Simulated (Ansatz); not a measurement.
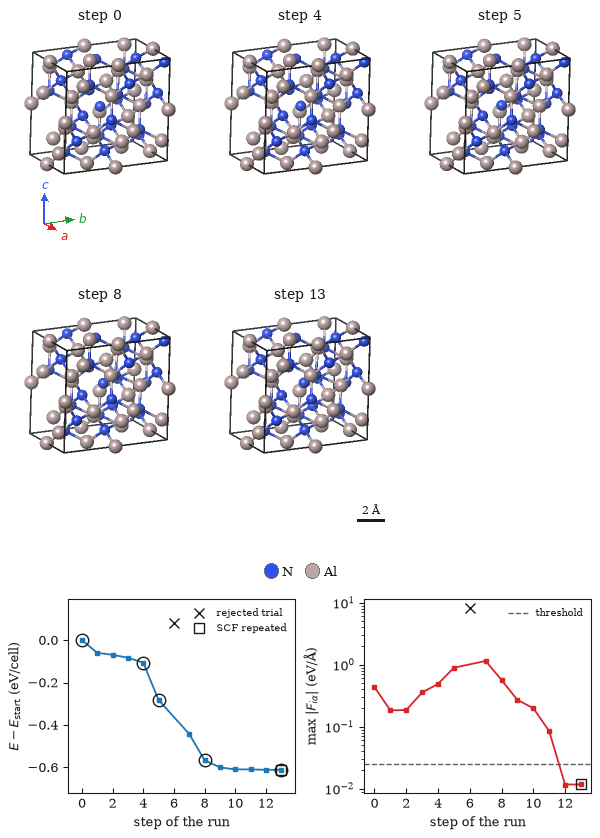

Frames of a relaxation of a defect cell of composition Al23N25, marked on the history of the run. Style: ball-and-stick. Shown: the cell of the calculation (origin shifted), slightly off an axis.

Case: N on a Al site (b), charge +0, atoms relaxed at the host's cell.

Method: DFT PBE, scalar-relativistic, plane waves, PAW (Ansatz). (plane-wave cutoff 420 eV; k-point mesh 2 × 2 × 2; occupations gaussian; smearing width 0.01 eV; mesh shifted by (0.5, 0.5, 0.5); no spin polarisation; atoms relaxed in a fixed cell; force threshold 0.025 eV/Å; at most 45 steps)

**Describe the path.**

The energy falls by 0.612 eV per cell of the calculation in 11 accepted moves (13 points after the start). The largest force component goes from 0.44 to 0.012 eV/Å. The line search rejected the trial step at point 6 of the run. 1 step only repeated the SCF at the same geometry. The atom that moves furthest is an N atom (0.43 Å along [1 1 1]). By element the largest moves are N 0.43 Å, Al 0.13 Å. The lattice vectors keep their values. Among the contacts that change: N–N 1.915 → 1.282 Å, N–N 1.902 → 2.246 Å, Al–N 1.902 → 2.091 Å, Al–N 1.902 → 1.838 Å. New bonds form: N–N (1.91 → 1.28 Å). Bond angles that change, for instance: Al–N–Al 110.7° → 118.2°, N–Al–N 108.2° → 115.6°, Al–N–Al 108.2° → 114.4°. From step 0 to 4: an N atom moves most (0.08 Å), energy −0.106 eV per cell of the calculation. From step 4 to 5: an N atom moves most (0.13 Å), energy −0.177 eV per cell of the calculation. From step 5 to 8: an N atom moves most (0.19 Å), energy −0.284 eV per cell of the calculation. From step 8 to 13: an N atom moves most (0.08 Å), energy −45.1 meV per cell of the calculation.

```json
{"step": "0", "E − E(0), meV/atom": "0.00", "largest force component, eV/Å": "0.4356", "note": ""}
{"step": "1", "E − E(0), meV/atom": "-1.25", "largest force component, eV/Å": "0.1834", "note": ""}
{"step": "2", "E − E(0), meV/atom": "-1.44", "largest force component, eV/Å": "0.1858", "note": ""}
{"step": "3", "E − E(0), meV/atom": "-1.73", "largest force component, eV/Å": "0.3563", "note": ""}
{"step": "4", "E − E(0), meV/atom": "-2.21", "largest force component, eV/Å": "0.4897", "note": ""}
{"step": "5", "E − E(0), meV/atom": "-5.89", "largest force component, eV/Å": "0.8934", "note": ""}
{"step": "6", "E − E(0), meV/atom": "1.71", "largest force component, eV/Å": "8.1981", "note": "rejected"}
{"step": "7", "E − E(0), meV/atom": "-9.22", "largest force component, eV/Å": "1.1495", "note": ""}
{"step": "8", "E − E(0), meV/atom": "-11.81", "largest force component, eV/Å": "0.5674", "note": ""}
{"step": "9", "E − E(0), meV/atom": "-12.51", "largest force component, eV/Å": "0.2707", "note": ""}
{"step": "10", "E − E(0), meV/atom": "-12.70", "largest force component, eV/Å": "0.1991", "note": ""}
{"step": "11", "E − E(0), meV/atom": "-12.71", "largest force component, eV/Å": "0.0851", "note": ""}
{"step": "12", "E − E(0), meV/atom": "-12.75", "largest force component, eV/Å": "0.0117", "note": ""}
{"step": "13", "E − E(0), meV/atom": "-12.75", "largest force component, eV/Å": "0.0117", "note": "same geometry, SCF repeated"}
```

Limits of the set-up: the periodic images lie only 8.0 Å apart, so the values are limited by the cell's size.
